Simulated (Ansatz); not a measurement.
**Two runs on Pt**

System: Pt (2 atoms in the cell).
Method of the first run: Kohn-Sham DFT of a periodic cell, PBE, all-electron LAPW, scalar-relativistic, no spin polarisation (Ansatz 0.2.0).

The structure derives from a Materials Project entry. Text and figures count atoms from 1; the logs count them from 0 in places.

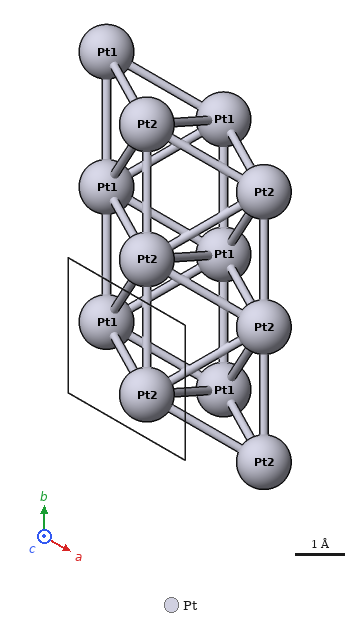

**Figure 1.** The input geometry (ball-and-stick view of the cell of the calculation, repeated 2 × 3 × 1, along the c axis; atoms are numbered from 1 in the order of the input). An atom can appear more than once, as a periodic image. Near neighbours in the periodic cell (some may lie outside the picture): Pt has 12 Pt at 2.76 to 2.97 Å.

### Input file, the first run
```yaml
crystal:
  lattice:
    - [2.7606656158, 0.0, 0.0]
    - [-1.3803328079, 2.3908065546, 0.0]
    - [0.0, 0.0, 4.792134]
  atoms:
    - { symbol: Pt, position: [0.328444, 0.687973, 0.252856] }
    - { symbol: Pt, position: [0.673318, 0.32279, 0.743381] }
kpoints:
  mp_grid: { grid: [11, 11, 6] }
scf:
  occupations: { method: fermi_dirac, width: 0.05 }
hamiltonian:
  xc: pbe
  pseudopotentials: { kind: all_electron, lapw: { basis_error: 0.001 } }
output:
  forces: true
  stress: true
  eigenvalues: true
  populations: true
```

Command:
```bash
ansatz run input.yaml --threads 1 --pin off --max-ram 3072MiB --backend cpu --events-out ev --progress --plain --runs-dir out
```

Hardware: 1 thread of Arm Neoverse V2, 112 GiB of memory available, shared host.

### Output, shortened to warnings, some set-up lines, iterations and results (the first run)
```
Basis set: ecut = 273.1457001424844 eV, 337 PW (Γ), exchange–correlation at level 2
Symmetry: 2 space group operations
k-points: 364 of 726
Initial density: superposition of atomic densities (chi_scale 0.1, normalization cell)
[...]
SCF iter   1: F=—  HF=-1001915.209752 eV  |F-HF|=—  |Δ(HF+E_count)|=         —  Δρ=3.31e-2  dr2=1.98e-1  ethr=2.36e-4  ⟨swp⟩=3.0  Hψ=115484  notcnv=0
SCF iter   2: F=—  HF=-1001914.907130 eV  |F-HF|=—  |Δ(HF+E_count)|=   3.03e-1  Δρ=8.41e-3  dr2=1.62e-2  ethr=1.92e-5  ⟨swp⟩=2.0  Hψ=97789  notcnv=0
SCF iter   3: F=—  HF=-1001914.532123 eV  |F-HF|=—  |Δ(HF+E_count)|=   3.75e-1  Δρ=9.74e-3  dr2=2.07e-2  ethr=1.92e-5  ⟨swp⟩=3.0  Hψ=61003  notcnv=0
SCF iter   4: F=—  HF=-1001914.528151 eV  |F-HF|=—  |Δ(HF+E_count)|=         —  Δρ=5.15e-3  dr2=7.76e-3  ethr=1.92e-5  ⟨swp⟩=2.0  Hψ=54112  notcnv=0
SCF iter   5: F=—  HF=-1001914.529545 eV  |F-HF|=—  |Δ(HF+E_count)|=   1.39e-3  Δρ=1.98e-3  dr2=1.70e-3  ethr=9.24e-6  ⟨swp⟩=2.0  Hψ=50567  notcnv=0
SCF iter   6: F=—  HF=-1001914.529759 eV  |F-HF|=—  |Δ(HF+E_count)|=   2.14e-4  Δρ=4.97e-4  dr2=6.32e-5  ethr=2.03e-6  ⟨swp⟩=2.0  Hψ=54111  notcnv=0
SCF iter   7: F=—  HF=-1001914.529758 eV  |F-HF|=—  |Δ(HF+E_count)|=   8.20e-7  Δρ=2.18e-4  dr2=9.51e-6  ethr=7.53e-8  ⟨swp⟩=2.0  Hψ=54110  notcnv=0
SCF iter   8: F=—  HF=-1001914.529760 eV  |F-HF|=—  |Δ(HF+E_count)|=   1.96e-6  Δρ=5.84e-5  dr2=9.18e-7  ethr=1.13e-8  ⟨swp⟩=2.5  Hψ=54328  notcnv=0
SCF iter   9: F=-1001914.529760 eV  HF=-1001914.529760 eV  |F-HF|=1.90e-8  |Δ(HF+E_count)|=   1.36e-8  Δρ=1.48e-5  dr2=8.64e-8  ethr=1.09e-9  ⟨swp⟩=2.2  Hψ=54169  notcnv=0
SCF 1 converged in 9 iterations: F = -1001914.529760 eV  dr2 = 8.64e-8
SCF converged after 9 iterations
Free energy (F): -1001914.529760 eV
Harris-Foulkes:  -1001914.529760 eV  (|F-HF|=1.90e-8)
Internal energy: -1001914.495766 eV  (E = F + TS)
E sigma→0 (E₀):  -1001914.512763 eV
Entropy (-TS):   -0.033994 eV (-16.997 meV/atom)
Fermi energy:    27.167903 eV
--- Per-component energies (eV) ---
  E_band       = -6739.872667
  E_kinetic    = 1137775.869509
  E_xc         = -19387.420165
  E_electrostatic = -2120302.945109  (all electrons and nuclei)
  E_smearing   = -0.033994  (= −TS)
  E_closure    = 0.000000  (closes the sum)
  E_atoms      = -1001902.435662  (free atoms, spherical and without spin; not in F)
  Σ components = -1001914.529760   (vs F -1001914.529760, Δ=0.00e0)
  Basis errors (estimates in eV, not in F): energy 2.5e-4 per atom: plane waves 2.2e-4 (1.1e-4 summed), levels above the bands 2.8e-165, relativity 7.5e-8, radial functions 3.4e-5, core shells 1.2e-7; eigenvalues (radial functions only) 3.2e-6; not estimated: angular momenta, meshes, grids; target …
--- Forces (eV/Å), atoms counted from 1 ---
  atom   1  Pt    -0.06643489     0.02627702    -0.44955476
  atom   2  Pt     0.06643489    -0.02627702     0.44955476
  max |Σ_I F_I| component: 0.00e0 eV/Å
--- Stress (GPa, compression-positive) ---
       -0.226484       0.114296      -0.149274
        0.114296       0.367870       0.215496
       -0.149274       0.215496      -1.111488
  P = ⅓ Tr σ = -0.3234 GPa (-3.234 kbar)
--- Löwdin populations: 2 sites ---
  site symbol       q [e]
     0     Pt     77.8634
     1     Pt     77.8634
  spilling = 0.001751 (of n_electrons = 156.000000)
```

For the second run the input was changed thus:
```diff
-    - { symbol: Pt, position: [0.328444, 0.687973, 0.252856] }
-    - { symbol: Pt, position: [0.673318, 0.32279, 0.743381] }
+    - { symbol: Pt, position: [0.3333333333, 0.6666666667, 0.25] }
+    - { symbol: Pt, position: [0.6666666667, 0.3333333333, 0.75] }
```

Predict how the results change.

With the same functional and potentials, the second run lies 3.4 meV per atom lower. The pressure goes from −0.32 to −0.64 GPa. The largest force goes from 0.455 to 0.000 eV/Å. The number of SCF iterations is the same. The irreducible k-points go from 364 to 64. On the same kind of shared host the second run took about 0.18 times as long.

### Output, shortened to warnings, some set-up lines, iterations and results (the second run)
```
Basis set: ecut = 273.14570013698903 eV, 337 PW (Γ), exchange–correlation at level 2
Symmetry: 24 space group operations
k-points: 64 of 726
Initial density: superposition of atomic densities (chi_scale 0.1, normalization cell)
[...]
SCF iter   1: F=—  HF=-1001915.215354 eV  |F-HF|=—  |Δ(HF+E_count)|=         —  Δρ=3.32e-2  dr2=1.98e-1  ethr=2.36e-4  ⟨swp⟩=3.0  Hψ=20300  notcnv=0
SCF iter   2: F=—  HF=-1001914.844271 eV  |F-HF|=—  |Δ(HF+E_count)|=   3.71e-1  Δρ=7.81e-3  dr2=3.56e-3  ethr=4.24e-6  ⟨swp⟩=2.0  Hψ=17211  notcnv=0
SCF iter   3: F=—  HF=-1001914.537409 eV  |F-HF|=—  |Δ(HF+E_count)|=   3.07e-1  Δρ=1.02e-2  dr2=2.12e-2  ethr=4.24e-6  ⟨swp⟩=3.0  Hψ=10980  notcnv=0
SCF iter   4: F=—  HF=-1001914.534183 eV  |F-HF|=—  |Δ(HF+E_count)|=         —  Δρ=5.42e-3  dr2=7.57e-3  ethr=4.24e-6  ⟨swp⟩=2.7  Hψ=9589  notcnv=0
SCF iter   5: F=—  HF=-1001914.536241 eV  |F-HF|=—  |Δ(HF+E_count)|=   2.06e-3  Δρ=2.06e-3  dr2=1.52e-3  ethr=4.24e-6  ⟨swp⟩=2.2  Hψ=9586  notcnv=0
SCF iter   6: F=—  HF=-1001914.536586 eV  |F-HF|=—  |Δ(HF+E_count)|=   3.46e-4  Δρ=5.17e-4  dr2=6.30e-5  ethr=1.80e-6  ⟨swp⟩=2.0  Hψ=9380  notcnv=0
SCF iter   7: F=—  HF=-1001914.536591 eV  |F-HF|=—  |Δ(HF+E_count)|=   4.81e-6  Δρ=2.09e-4  dr2=8.10e-6  ethr=7.51e-8  ⟨swp⟩=2.0  Hψ=9524  notcnv=0
SCF iter   8: F=—  HF=-1001914.536592 eV  |F-HF|=—  |Δ(HF+E_count)|=   9.64e-7  Δρ=5.78e-5  dr2=7.42e-7  ethr=9.64e-9  ⟨swp⟩=2.5  Hψ=9566  notcnv=0
SCF iter   9: F=-1001914.536592 eV  HF=-1001914.536592 eV  |F-HF|=4.31e-9  |Δ(HF+E_count)|=   2.61e-8  Δρ=1.27e-5  dr2=4.61e-8  ethr=8.84e-10  ⟨swp⟩=2.5  Hψ=9568  notcnv=0
SCF 1 converged in 9 iterations: F = -1001914.536592 eV  dr2 = 4.61e-8
SCF converged after 9 iterations
Free energy (F): -1001914.536592 eV
Harris-Foulkes:  -1001914.536592 eV  (|F-HF|=4.31e-9)
Internal energy: -1001914.501164 eV  (E = F + TS)
E sigma→0 (E₀):  -1001914.518878 eV
Entropy (-TS):   -0.035428 eV (-17.714 meV/atom)
Fermi energy:    27.166702 eV
--- Per-component energies (eV) ---
  E_band       = -6739.592230
  E_kinetic    = 1137775.645698
  E_xc         = -19387.395795
  E_electrostatic = -2120302.751067  (all electrons and nuclei)
  E_smearing   = -0.035428  (= −TS)
  E_closure    = -0.000000  (closes the sum)
  E_atoms      = -1001902.435662  (free atoms, spherical and without spin; not in F)
  Σ components = -1001914.536592   (vs F -1001914.536592, Δ=0.00e0)
  Basis errors (estimates in eV, not in F): energy 2.5e-4 per atom: plane waves 2.2e-4 (1.1e-4 summed), levels above the bands 8.9e-164, relativity 7.4e-8, radial functions 3.3e-5, core shells 1.2e-7; eigenvalues (radial functions only) 3.4e-6; not estimated: angular momenta, meshes, grids; target …
--- Forces (eV/Å), atoms counted from 1 ---
  atom   1  Pt     0.00000000    -0.00000000     0.00000000
  atom   2  Pt     0.00000000     0.00000000    -0.00000000
  max |Σ_I F_I| component: 2.31e-17 eV/Å
--- Stress (GPa, compression-positive) ---
       -0.121619      -0.000000      -0.000000
        0.000000      -0.121619      -0.000000
       -0.000000      -0.000000      -1.677122
  P = ⅓ Tr σ = -0.6401 GPa (-6.401 kbar)
--- Löwdin populations: 2 sites ---
  site symbol       q [e]
     0     Pt     77.8634
     1     Pt     77.8634
  spilling = 0.001751 (of n_electrons = 156.000000)
```

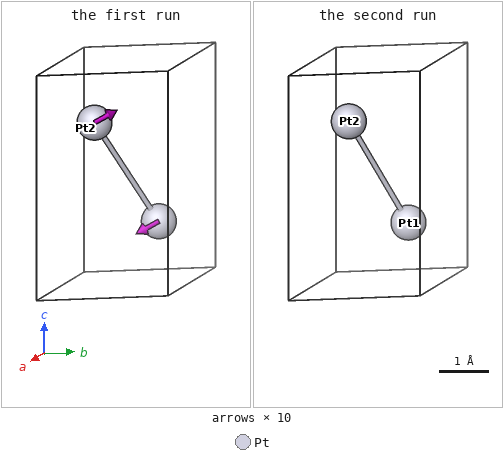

**Figure 2.** The two input geometries at one scale (ball-and-stick view of the cell of the calculation, seen slightly off an axis). The pink arrows on the first give the shifts of the atoms relative to the cell, with their mean removed, magnified 10 times. The largest moves, 0.058 Å, are those of Pt1 and Pt2. (The mean shift of all atoms is removed.) The cell stays as it was. Among the contacts that change: Pt1–Pt2 2.974 → 2.878 Å.

### The two runs side by side

| quantity | the first run | the second run |
| --- | --- | --- |
| outcome | converged | converged |
| free energy per atom (eV) | −500957.2649 | −500957.2683 |
| energy per atom, smearing taken to zero (eV) | −500957.2564 | −500957.2594 |
| gap on the mesh (eV) | 0.00 | 0.00 |
| pressure (GPa) | −0.32 | −0.64 |
| largest force (eV/Å) | 0.455 | 0.000 |
| SCF iterations | 9 | 9 |
| irreducible k-points | 364 | 64 |
| plane waves at Γ | 337 | 337 |
| wall time (shared host) | 2.8 min | 30 s |

For both runs: Spin–orbit coupling is left out, which matters for Pt.
